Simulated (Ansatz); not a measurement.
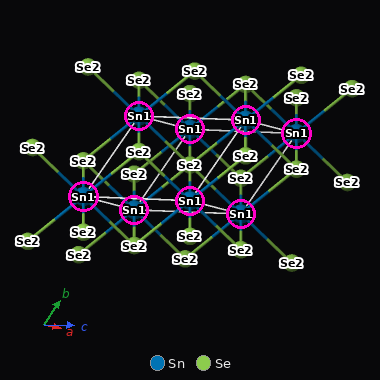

The system is SnSe (Fm-3m, No. 225; 2 atoms in the cell); the picture shows the reference structure. Atom Sn1 is moved over a plane while all other atoms and the cell stay fixed (its periodic images move with it) (x, y and z along the cube axes). The first coordinate is: shift of Sn1 along the Cartesian direction [1 1 0]; the second: shift of Sn1 along z. Grid: 5 × 5 points; 9 points were computed and 16 follow by symmetry. Points are written as (first, second). Energies: meV per cell, counted from the lowest grid point. The reference cell is the one listed in the database, not relaxed at this level. Method: DFT PBEsol, scalar-relativistic, plane waves, PAW (Ansatz). Settings: cutoff 420 eV, k-mesh 8×8×8, gaussian smearing 0.05 eV, no spin polarisation.

Its coordinates:

```xyz
2
Lattice="0.0000 3.0100 3.0100 3.0100 0.0000 3.0100 3.0100 3.0100 0.0000" Properties=species:S:1:pos:R:3 pbc="T T T"
Sn    0.0000    0.0000    0.0000
Se    3.0100    3.0100    3.0100
```

Range: shift of Sn1 along the Cartesian direction [1 1 0] from −0.2 to 0.2 Å; shift of Sn1 along z from −0.2 to 0.2 Å.

**Predict the map.**

The lowest grid point is at (−0.1 Å, 0.0 Å); the map holds 2 wells of about this depth. The bottom of the well lies between grid points, at about (−0.1 Å, −0.1 Å), about 0.17 meV lower on the interpolated surface. It is the only kind of minimum in the scanned range. The highest grid point, (−0.2 Å, −0.2 Å), lies 14.7 meV above the lowest.

```csv
"second ↓, first →",−0.2,−0.1,0.0,0.1,0.2
0.2,14.7,6.4,4.5,6.4,14.7
0.1,5.5,0.6,0.0,0.6,5.5
0.0,3.7,0.0,0.0,0.0,3.7
−0.1,5.5,0.6,0.0,0.6,5.5
−0.2,14.7,6.4,4.5,6.4,14.7
```

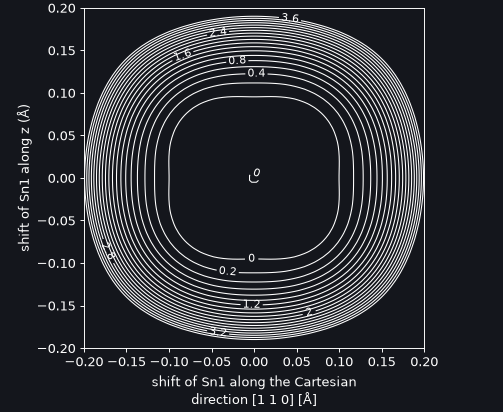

In the figure: contour lines labelled in meV (none above 3.6). Between grid points the surface is interpolated.
